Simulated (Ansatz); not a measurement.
## Run report: Co₂Si₃, geometry relaxation (part 2 of 2)

Continued. System: Co₂Si₃ (P-3m1, 5 atoms in the cell). Method: DFT, PBE, plane waves, PAW, spin-polarised (Ansatz 0.2.0); cutoff 420 eV, 12×12×8 k-mesh, Gaussian smearing of 0.1 eV, collinear spins. The structure was built on a prototype by a generator; it need not be a known phase. Some settings of this run were made unusual or wrong on purpose.

Geometry of the input (Å; fractional positions):
```
3.8358  0.0000  0.0000
-1.9179  3.3219  0.0000
0.0000  0.0000  4.6849
Co 0.3333  0.6667  0.1582
Co 0.6667  0.3333  0.8418
Si 0.0000  0.0000  0.0000
Si 0.3333  0.6667  0.6451
Si 0.6667  0.3333  0.3549
```

What the program printed, continued:
```
SCF iter   1: F=—  HF=-12162.037415 eV  |F-HF|=—  |Δ(HF+E_count)|=         —  Δρ=4.79e-4 (↑4.79e-4 ↓4.74e-4)  dr2=5.64e-4  dr2_m=1.65e-5  M=-0.000 μB ∫|m|=0.000 μB  β_m=0.65  ethr=1.14e-6  ⟨swp⟩=2.1  Hψ=37729  notcnv=0
preconditioner: auto → none  [metal: Δε(μ)=0.019 eV  Ē_g=7.221 eV  σ=0.100 eV  W_gap=0.10  n_scr=8 (ndim 8)  ℏωp=26.3 eV  f_vac=0.000  D(μ)=1.81/eV (n_scr^D=20)]
SCF iter   2: F=—  HF=-12162.037358 eV  |F-HF|=—  |Δ(HF+E_count)|=   5.74e-5  Δρ=3.73e-4 (↑3.73e-4 ↓3.54e-4)  dr2=3.93e-4  dr2_m=2.10e-6  M=-0.000 μB ∫|m|=0.000 μB  β_m=0.38  ethr=1.14e-6  ⟨swp⟩=2.0  Hψ=11516  notcnv=0
SCF iter   3: F=—  HF=-12162.037326 eV  |F-HF|=—  |Δ(HF+E_count)|=   3.20e-5  Δρ=1.66e-4 (↑1.66e-4 ↓1.55e-4)  dr2=2.96e-5  dr2_m=2.23e-6  M=-0.000 μB ∫|m|=0.000 μB  β_m=0.41  ethr=8.53e-7  ⟨swp⟩=2.0  Hψ=11085  notcnv=0
SCF iter   4: F=—  HF=-12162.037326 eV  |F-HF|=—  |Δ(HF+E_count)|=   2.30e-7  Δρ=8.16e-5 (↑7.95e-5 ↓8.16e-5)  dr2=7.81e-6  dr2_m=4.17e-7  M=-0.000 μB ∫|m|=0.000 μB  β_m=0.37  ethr=6.43e-8  ⟨swp⟩=2.1  Hψ=11193  notcnv=0
SCF iter   5: F=—  HF=-12162.037329 eV  |F-HF|=—  |Δ(HF+E_count)|=   3.38e-6  Δρ=2.33e-5 (↑2.11e-5 ↓2.33e-5)  dr2=6.34e-7  dr2_m=5.67e-8  M=-0.000 μB ∫|m|=0.000 μB  β_m=0.52  ethr=1.70e-8  ⟨swp⟩=2.0  Hψ=10555  notcnv=0
SCF iter   6: F=—  HF=-12162.037331 eV  |F-HF|=—  |Δ(HF+E_count)|=   1.59e-6  Δρ=5.33e-6 (↑5.24e-6 ↓5.33e-6)  dr2=4.58e-8  dr2_m=1.45e-9  M=0.000 μB ∫|m|=0.000 μB  β_m=0.66  ethr=1.38e-9  ⟨swp⟩=2.0  Hψ=11518  notcnv=0
SCF iter   7: F=—  HF=-12162.037331 eV  |F-HF|=—  |Δ(HF+E_count)|=   3.06e-7  Δρ=4.80e-6 (↑4.80e-6 ↓4.61e-6)  dr2=4.38e-8  dr2_m=3.77e-11  M=0.000 μB ∫|m|=0.000 μB  β_m=0.83  ethr=9.95e-11  ⟨swp⟩=2.0  Hψ=11547  notcnv=0
SCF iter   8: F=-12162.037331 eV  HF=-12162.037331 eV  |F-HF|=2.60e-7  |Δ(HF+E_count)|=   1.51e-7  Δρ=1.22e-5 (↑1.22e-5 ↓1.21e-5)  dr2=2.90e-7  dr2_m=5.80e-12  M=0.000 μB ∫|m|=0.000 μB  ethr=9.51e-11  ⟨swp⟩=2.0  Hψ=23910  notcnv=0
the search or the solves at the SCF's close seem to have found levels that the self-consistency loop had missed (the run counts 1). By its estimate they hold under 1e-12 electrons; where the run keeps them, the occupations were computed again with them
the starting moments were not kept: the SCF closed with an absolute magnetisation of 1.5e-6 μB, where they sum to 1 μB in size (5 sites). That is at most 0.1 of that sum. Measured as dr2_m measures the in/out step, that magnetisation stands 1.2e-12 eV from none, at or under the dr2_threshold of 5.0e-7 eV: it is no larger than a step whose dr2_m would equal this threshold.
SCF 3 converged in 8 iterations: F = -12162.037331 eV  dr2 = 2.90e-7
relax step   3: F+E_penalty+E_count = -12162.03733122 eV  Δ(F+E_penalty+E_count) = -7.385e-4 eV  max|allowed force component| = 5.030e-3 eV/Å  Δτ_max = 0.0036 Å  P = -0.009 GPa  Ω = 59.795 Å³  energy of the carried Pulay correction = -4.918e-5 eV  (8 SCF iters, dr2 threshold 5.00e-7 eV, accepted)
Initial wavefunctions: pseudopotential atomic-orbital guess (no wavefunctions were taken with the density)
iter 1 solved again at ethr=1.24e-7 eV; its pass at ethr=3.10e-3 eV (dr2=5.70e-5 eV) is discarded
SCF iter   1: F=—  HF=-12162.037378 eV  |F-HF|=—  |Δ(HF+E_count)|=         —  Δρ=3.91e-5 (↑3.91e-5 ↓3.90e-5)  dr2=1.86e-7  dr2_m=6.38e-12  M=0.000 μB ∫|m|=0.000 μB  β_m=0.65  ethr=1.24e-7  ⟨swp⟩=3.6  Hψ=54270  notcnv=0
preconditioner: auto → none  [metal: Δε(μ)=0.018 eV  Ē_g=7.221 eV  σ=0.100 eV  W_gap=0.10  n_scr=8 (ndim 8)  ℏωp=26.3 eV  f_vac=0.000  D(μ)=1.81/eV (n_scr^D=20)]
SCF iter   2: F=—  HF=-12162.037392 eV  |F-HF|=—  |Δ(HF+E_count)|=   1.35e-5  Δρ=1.58e-5 (↑1.58e-5 ↓1.58e-5)  dr2=1.33e-7  dr2_m=1.07e-12  M=0.000 μB ∫|m|=0.000 μB  β_m=0.39  ethr=4.05e-10  ⟨swp⟩=2.5  Hψ=14781  notcnv=0
SCF iter   3: F=—  HF=-12162.037392 eV  |F-HF|=—  |Δ(HF+E_count)|=   2.32e-8  Δρ=1.37e-5 (↑1.37e-5 ↓1.37e-5)  dr2=2.85e-8  dr2_m=1.03e-12  M=0.000 μB ∫|m|=0.000 μB  β_m=0.40  ethr=2.88e-10  ⟨swp⟩=3.0  Hψ=14132  notcnv=0
SCF iter   4: F=—  HF=-12162.037393 eV  |F-HF|=—  |Δ(HF+E_count)|=   1.36e-6  Δρ=5.08e-6 (↑5.08e-6 ↓5.07e-6)  dr2=3.09e-9  dr2_m=2.14e-13  M=0.000 μB ∫|m|=0.000 μB  β_m=0.49  ethr=6.19e-11  ⟨swp⟩=2.2  Hψ=9638  notcnv=0
SCF iter   5: F=—  HF=-12162.037393 eV  |F-HF|=—  |Δ(HF+E_count)|=   4.86e-8  Δρ=1.02e-6 (↑1.02e-6 ↓1.02e-6)  dr2=1.07e-10  dr2_m=4.95e-14  M=0.000 μB ∫|m|=0.000 μB  β_m=0.46  ethr=6.73e-12  ⟨swp⟩=2.6  Hψ=12230  notcnv=0
SCF iter   6: F=—  HF=-12162.037393 eV  |F-HF|=—  |Δ(HF+E_count)|=   9.26e-9  Δρ=2.12e-7 (↑2.06e-7 ↓2.12e-7)  dr2=2.02e-11  dr2_m=3.24e-14  M=0.000 μB ∫|m|=0.000 μB  β_m=0.52  ethr=1.00e-12  ⟨swp⟩=1.0  Hψ=7605  notcnv=0
SCF iter   7: F=—  HF=-12162.037393 eV  |F-HF|=—  |Δ(HF+E_count)|=  4.00e-10  Δρ=6.81e-8 (↑5.87e-8 ↓6.81e-8)  dr2=6.88e-12  dr2_m=1.63e-14  M=0.000 μB ∫|m|=0.000 μB  β_m=0.76  ethr=1.00e-12  ⟨swp⟩=1.0  Hψ=7598  notcnv=0
SCF iter   8: F=—  HF=-12162.037393 eV  |F-HF|=—  |Δ(HF+E_count)|=  4.91e-11  Δρ=3.24e-8 (↑3.18e-8 ↓3.24e-8)  dr2=1.97e-12  dr2_m=6.91e-17  M=0.000 μB ∫|m|=0.000 μB  β_m=0.85  ethr=1.00e-12  ⟨swp⟩=1.0  Hψ=7598  notcnv=0
SCF iter   9: F=-12162.037393 eV  HF=-12162.037393 eV  |F-HF|=3.64e-12  |Δ(HF+E_count)|=  7.28e-12  Δρ=3.35e-9 (↑3.35e-9 ↓3.30e-9)  dr2=1.07e-14  dr2_m=6.06e-17  M=-0.000 μB ∫|m|=0.000 μB  ethr=1.00e-12  ⟨swp⟩=2.9  Hψ=23066  notcnv=0
the starting moments were not kept: the SCF closed with an absolute magnetisation of 1.8e-8 μB, where they sum to 1 μB in size (5 sites). That is at most 0.1 of that sum. Measured as dr2_m measures the in/out step, that magnetisation stands 2.9e-16 eV from none, at or under the dr2_threshold of 5.0e-11 eV: it is no larger than a step whose dr2_m would equal this threshold.
SCF 4 converged in 9 iterations: F = -12162.037393 eV  dr2 = 1.07e-14
relax step   4: F+E_penalty+E_count = -12162.03739347 eV  Δ(F+E_penalty+E_count) = -6.225e-5 eV  max|allowed force component| = 5.188e-3 eV/Å  Δτ_max = 0.0000 Å  P = -0.006 GPa  Ω = 59.795 Å³  stress off target by 1.57e-2 GPa  SCF on the basis re-selected at this cell (its energy is not comparable with the rows above)  (9 SCF iters)
```

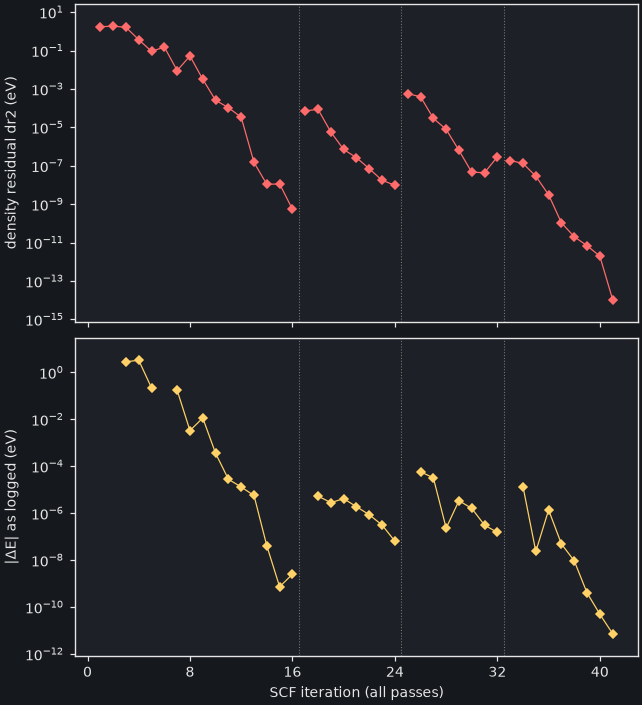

Figure 1. Convergence of the self-consistent field: density residual dr2 and size of the energy change against the SCF iteration. The dotted lines part the SCF passes of the relaxation: geometry steps, rejected trials and re-solves on a re-selected basis. The passes take 16, 8, 8 and 9 iterations.

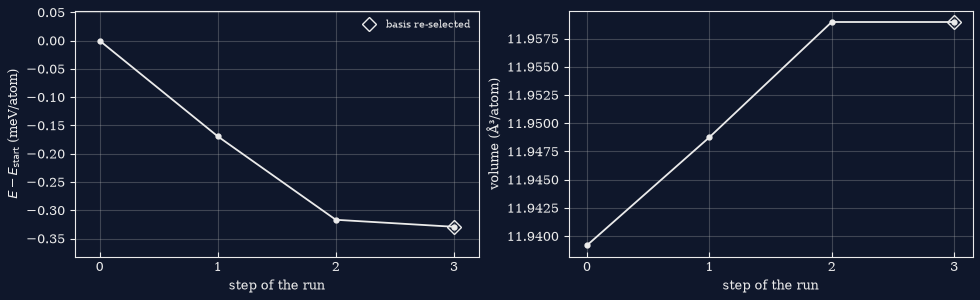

Figure 2. Progress of the relaxation, step by step (the first geometry is step 0 here and step 1 in the log). After 2 geometry steps the energy has fallen by 0.3 meV per atom. Largest force component: 0.015 eV/Å at the start, 0.0052 eV/Å at the end. Pressure: 0.25 GPa at the start and −0.01 GPa at the end. The largest moves relative to the cell, 0.004 Å, are those of Co1 and Co2. Si stays in place. A last SCF at the same geometry on a re-selected plane-wave basis shifts the energy by next to nothing (0.0 meV per atom). (Atoms are counted from 1 in the order of the input.)

```
basis re-selected at this cell: Δ(F+E_penalty+E_count) = -6.225e-5 eV, ΔP = +0.003 GPa vs the last step (what re-selecting the basis moved, of the pressure what is left beyond the Pulay correction that the steps carried, after the strain that the cell walked since its last selection, with what the two solves' SCF thresholds leave and, on support functions, any second-order correction that the steps lacked; it is no measure of the basis error at this ecutwfc). This SCF's stress stands 1.57e-2 GPa from its target on what of the cell is left free (relax.cell.stress_tol is 5.00e-2 GPa) and its largest allowed force component is 5.19e-3 eV/Å (relax.f_tol is 1.00e-2 eV/Å): within both
SCF converged after 9 iterations
Magnetization: -0.0000 μB (23.0000 up, 23.0000 down)
Absolute magnetization: 0.0000 μB (∫|ρ↑−ρ↓|, with the PAW one-centre terms)
Spin contamination: 0.0000 ħ² per cell (⟨S²⟩ above its minimum at these occupations)
Per-site moments (μB) at R_I (Å): [(-6.817526474241854e-9, 0.9383348719877951), (-6.817526192158337e-9, 0.9383348719877951), (9.491224857406401e-11, 0.9650435870431999), (3.081685625615389e-10, 0.9383348719877951), (3.0816864951897014e-10, 0.9383348719877951)]
Free energy (F): -12162.037393 eV
Harris-Foulkes:  -12162.037393 eV  (|F-HF|=3.64e-12)
Internal energy: -12162.028336 eV  (E = F + TS)
E sigma→0 (E₀):  -12162.032865 eV
Entropy (-TS):   -0.009057 eV (-1.811 meV/atom)
Fermi energy:    15.087638 eV
--- Per-component energies (eV) ---
  E_band       = -529.541065
  E_kinetic    = 1050.356661
  E_local      = -8079.840710  (includes V_loc(G=0)·N_el)
  E_nonlocal   = 982.582260
  E_hartree    = 3535.401199
  E_xc         = -491.465201
  E_vxc        = -561.628319  (∫ρ·V_xc dr)
  E_paw        = -4571.815924  (= ΣΔE_a)
  E_vpaw       = -991.813546  (= ΣTr[D̂ρ^β])
  E_aug_tail   = 0.000192  (compensation charges beyond the density's cutoff)
  E_ewald      = -4587.246813
  E_smearing   = -0.009057  (= −TS)
  E_closure    = 0.000000  (closes the sum)
  Σ components = -12162.037393   (vs F -12162.037393, Δ=0.00e0)
--- Forces (eV/Å), atoms counted from 1 ---
  atom   1  Co     0.00000000     0.00000000    -0.00518838
  atom   2  Co    -0.00000000     0.00000000     0.00518838
  atom   3  Si     0.00000000    -0.00000000     0.00000000
  atom   4  Si     0.00000000    -0.00000000    -0.00181489
  atom   5  Si     0.00000000     0.00000000     0.00181489
  max |Σ_I F_I| component: 1.85e-17 eV/Å
--- Stress (GPa, compression-positive) ---
       -0.015678       0.000000       0.000000
        0.000000      -0.015678       0.000000
        0.000000       0.000000       0.013860
  P = ⅓ Tr σ = -0.0058 GPa (-0.058 kbar)
--- Band table (eV; the first three rows and the last of 262) ---
  k-point 0 ↑: bands = ["-80.3120", "-80.2998", "-43.6864", "-43.6530", "-43.6290", "-43.6290", "-43.5894", "-43.5894", "0.9703", "6.7366", "6.8780", "9.8633", "9.8633", "11.1702", "11.1702", "11.8648", "11.8648", "12.5928", "13.2456", "13.2456", "13.4008", "15.0511", "15.0511", "16.2990", "17.2420", "17.2659", "17.2659", "19.1707", "19.2065"]
  k-point 1 ↑: bands = ["-80.3120", "-80.2998", "-43.6864", "-43.6532", "-43.6290", "-43.6290", "-43.5894", "-43.5894", "1.0755", "5.6580", "7.8915", "9.8277", "9.8277", "11.1610", "11.1610", "11.9378", "11.9378", "12.4983", "13.2687", "13.2687", "13.7895", "15.1049", "15.1049", "15.9685", "17.2795", "17.2795", "17.3667", "18.9029", "18.9029"]
  k-point 2 ↑: bands = ["-80.3121", "-80.2999", "-43.6862", "-43.6536", "-43.6290", "-43.6290", "-43.5895", "-43.5895", "1.3882", "4.5419", "8.8043", "9.7495", "9.7495", "11.1300", "11.1300", "12.1459", "12.1459", "12.4155", "13.2725", "13.2725", "14.6432", "15.2979", "15.2979", "15.3985", "17.3122", "17.3122", "17.4826", "18.3307", "18.3307"]
  k-point 130 ↓: bands = ["-80.3059", "-80.3059", "-43.6791", "-43.6791", "-43.6371", "-43.6011", "-43.6011", "-43.5835", "5.6736", "5.8337", "5.8337", "7.5273", "7.5273", "8.1435", "11.3967", "11.3967", "12.1378", "12.5637", "12.9286", "12.9822", "12.9822", "13.5146", "13.5146", "14.9357", "18.3746", "19.8135", "19.8135", "20.4340", "20.4340"]
--- Relaxed structure (3 steps of the walk, 3 accepted, 1 SCFs on fresh bases) ---
  F+E_penalty+E_count = -12162.03739347 eV   max|allowed force component| = 5.188e-3 eV/Å   (the final SCF, on the basis selected at the relaxed cell)
  cell:  # Å, volume = 59.7948 Å³
    - [3.847861287048027, -1.2601597464124523e-33, -7.1969327118381e-19]
    - [-1.9239306435240136, 3.332345624822278, 3.598466355919042e-19]
    - [-8.789975854617095e-19, 1.356328765694627e-33, 4.663308077566827]
  atoms:
    - { symbol: Co, position: [0.3333333333333333, 0.6666666666666666, 0.15727578979631793] }
    - { symbol: Co, position: [0.6666666666666666, 0.3333333333333333, 0.842724210203682] }
    - { symbol: Si, position: [-4.858698108412361e-35, -3.0437665187239307e-35, -5.795634610449096e-70] }
    - { symbol: Si, position: [0.3333333333333333, 0.6666666666666666, 0.645073543447154] }
    - { symbol: Si, position: [0.6666666666666666, 0.3333333333333333, 0.35492645655284605] }
```

Trajectory as extended XYZ (Å, eV, eV/Å), 4 frames, from step=1 to step=4:
```
5
Lattice="3.8358 0.0000 0.0000 -1.9179 3.3219 0.0000 0.0000 0.0000 4.6849" Properties=species:S:1:pos:R:3:forces:R:3 step=1 energy=-12162.03575 pressure_GPa=0.25
Co    0.0000    2.2146    0.7412    0.0000   0.0000  -0.0119
Co    1.9179    1.1073    3.9437    0.0000   0.0000   0.0119
Si    0.0000    0.0000    0.0000    0.0000   0.0000   0.0000
Si    0.0000    2.2146    3.0221    0.0000   0.0000  -0.0147
Si    1.9179    1.1073    1.6628    0.0000   0.0000   0.0147
5
Lattice="3.8400 0.0000 0.0000 -1.9200 3.3255 0.0000 0.0000 0.0000 4.6785" Properties=species:S:1:pos:R:3:forces:R:3 step=2 energy=-12162.03659 pressure_GPa=0.11
Co    0.0000    2.2170    0.7394    0.0000   0.0000  -0.0213
Co    1.9200    1.1085    3.9391    0.0000   0.0000   0.0213
Si    0.0000    0.0000    0.0000    0.0000   0.0000   0.0000
Si    0.0000    2.2170    3.0179    0.0000   0.0000  -0.0062
Si    1.9200    1.1085    1.6606    0.0000   0.0000   0.0062
5
Lattice="3.8479 0.0000 0.0000 -1.9239 3.3323 0.0000 0.0000 0.0000 4.6633" Properties=species:S:1:pos:R:3:forces:R:3 step=3 energy=-12162.03733 pressure_GPa=-0.01
Co    0.0000    2.2216    0.7334    0.0000   0.0000  -0.0050
Co    1.9239    1.1108    3.9299    0.0000   0.0000   0.0050
Si    0.0000    0.0000    0.0000    0.0000   0.0000   0.0000
Si    0.0000    2.2216    3.0082    0.0000   0.0000  -0.0019
Si    1.9239    1.1108    1.6551    0.0000   0.0000   0.0019
5
Lattice="3.8479 0.0000 0.0000 -1.9239 3.3323 0.0000 0.0000 0.0000 4.6633" Properties=species:S:1:pos:R:3:forces:R:3 step=4 energy=-12162.03739 pressure_GPa=-0.01
Co    0.0000    2.2216    0.7334    0.0000   0.0000  -0.0052
Co    1.9239    1.1108    3.9299    0.0000   0.0000   0.0052
Si    0.0000    0.0000    0.0000    0.0000   0.0000   0.0000
Si    0.0000    2.2216    3.0082    0.0000   0.0000  -0.0018
Si    1.9239    1.1108    1.6551    0.0000   0.0000   0.0018
```
